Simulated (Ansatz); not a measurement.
# Calculations on Si$_{96}$C$_{95}$

**1. Relaxation**

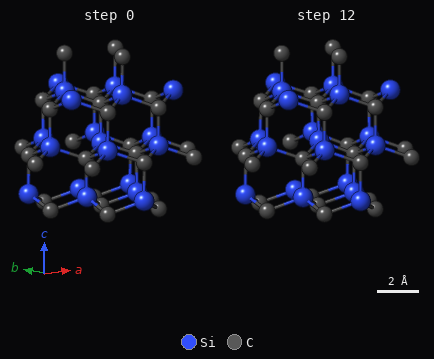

The structure of a defect cell of composition Si96C95 (cell charge +1) before (left) and after (right) a relaxation, at one scale.

Style: ball-and-stick. Shown: the atoms within 5.0 Å of the atom that moves most (axes of the cell of the calculation), from a free direction.

The calculation used DFT, PBEsol, PAW, plane waves in Ansatz 0.2.0. (plane-wave cutoff 420 eV; k-point mesh 1 × 1 × 1; mesh shifted by (0.25, 0.25, 0.25); collinear spin; atoms relaxed in a fixed cell; force threshold 0.03 eV/Å; at most 80 steps)

**Describe what moved and what it gained.**

A Si atom moves most: 0.12 Å roughly along [1 0 2]. By element the largest moves are Si 0.12 Å, C 0.10 Å. The cell doesn't change. Some distances before and after: C–Si 1.912 → 1.859 Å, C–Si 1.877 → 1.923 Å, C–Si 1.930 → 1.885 Å, C–Si 1.856 → 1.894 Å. Bond angles that change, for instance: Si–C–Si 106.4° → 112.8°, Si–C–Si 112.9° → 108.8°, C–Si–C 111.4° → 107.4°. Over 9 accepted moves (12 points after the start) the energy falls by 2.618 eV per cell of the calculation. The largest force component goes from 2 to 0.027 eV/Å. The line search rejected the trial steps at points 3, 9 of the run. 1 step only repeated the SCF at the same geometry.

Limits of the set-up: the cell is charged, on a uniform background, and energies carry no finite-size correction.

**2. Relaxation**

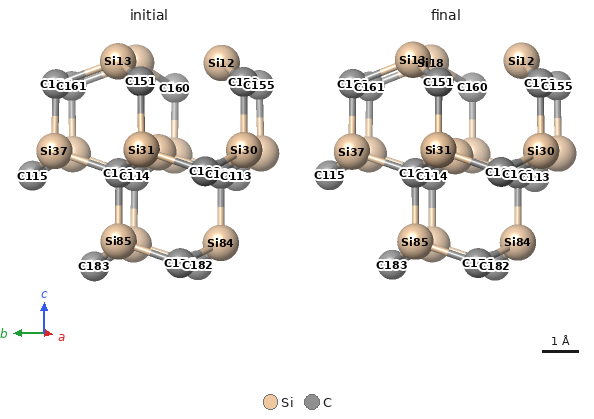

The structure of a defect cell of composition Si96C95 (cell charge +2) before (left) and after (right) a relaxation, at one scale.

A ball-and-stick model of the atoms within 4.2 Å of the atom that moves most (axes of the cell of the calculation), seen from a free direction.

The calculation used DFT, PBEsol, PAW, plane waves (Ansatz). Set-up: plane-wave cutoff 420 eV; k-point mesh 1 × 1 × 1; mesh shifted by (0.25, 0.25, 0.25); collinear spin; atoms relaxed in a fixed cell; force threshold 0.03 eV/Å; at most 80 steps.

Question: What changed between the two?

Answer: After 3 accepted moves (4 points after the start) the energy has fallen by 2.926 eV per cell of the calculation. The largest force component goes from 2 to 0.025 eV/Å. 1 step only repeated the SCF at the same geometry. The largest moves, 0.11 Å, are those of Si atoms. By element the largest moves are Si 0.11 Å, C 0.06 Å. The cell doesn't change. Near-neighbour distances that change, for instance: C–Si 1.937 → 1.849 Å, C–Si 1.808 → 1.879 Å, C–Si 1.920 → 1.878 Å, C–Si 1.888 → 1.851 Å. Among the angles between lasting bonds that change: Si–C–Si 110.6° → 105.5°, Si–C–Si 109.5° → 105.6°, C–Si–C 109.4° → 112.9°. The program noted that the starting moments weren't kept.

Limits of the set-up: the cell is charged, on a uniform background, and energies carry no finite-size correction.

**3. Defect**

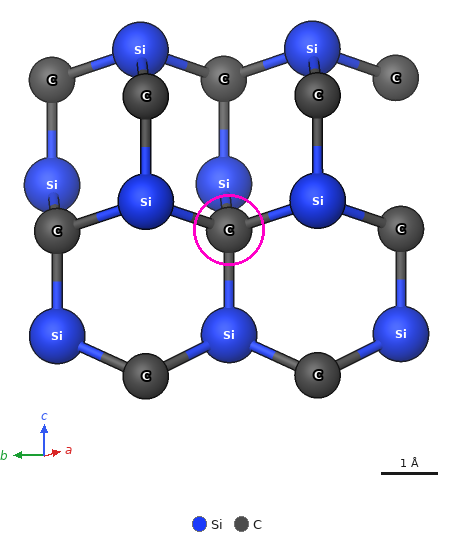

Perfect SiC. The picture is a ball-and-stick view of the atoms within 4.6 Å of one point, in a slice 3.4 Å thick across the line of sight, seen from a free direction.

Method: DFT, PBEsol, PAW, plane waves in Ansatz 0.2.0. (plane-wave cutoff 420 eV; k-point mesh 1 × 1 × 1; mesh shifted by (0.25, 0.25, 0.25); collinear spin) Fermi-Dirac smearing of 0.01 eV. A uniform background neutralises the charged cell. The axes drawn are those of the host's conventional cell.

A carbon atom is taken out (a vacancy) at the ringed place, in charge state +1. The supercell has 192 sites, and the atoms are relaxed at the host's cell.

How do the neighbours respond?

Around the empty C site the host had 4 Si at 1.88 to 1.89 Å; after relaxation the nearest atoms are 4 Si at 1.89 to 1.95 Å. Of the host's atoms, a silicon atom moves furthest from its site, by 0.10 Å. The cell's net moment is 1.00 μB.

The relaxed defect, seen from the same direction:

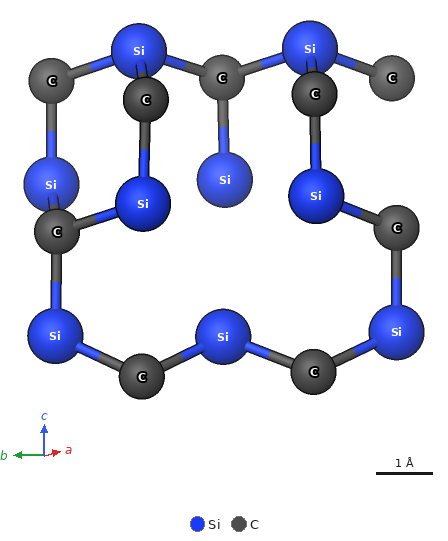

Limits of the set-up: the cell is charged, on a uniform background, and energies carry no finite-size correction.
